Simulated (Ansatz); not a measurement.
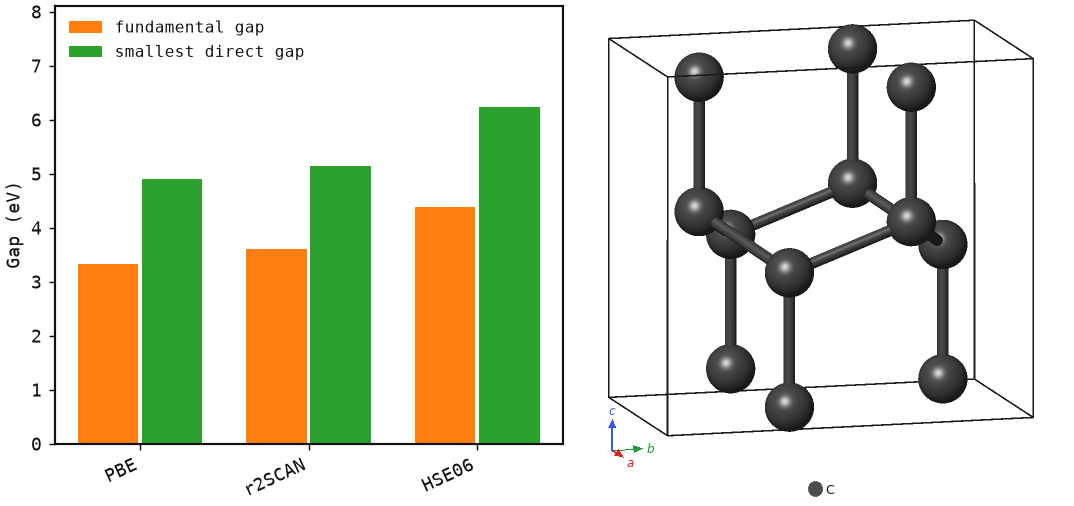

Gaps of C, space group Cmcm (No. 63), 4 atoms in the cell, lonsdaleite (2H) type, uniaxial (x) strain +0.5%, at several levels of theory on one cell (Ansatz, plane waves and PAW; edges over the mesh and the special points).

How does the gap depend on the level, and does its kind change?

Answer. In rising order: PBE 3.33 eV, r2SCAN 3.60 eV and HSE06 4.38 eV. It is indirect at every level.
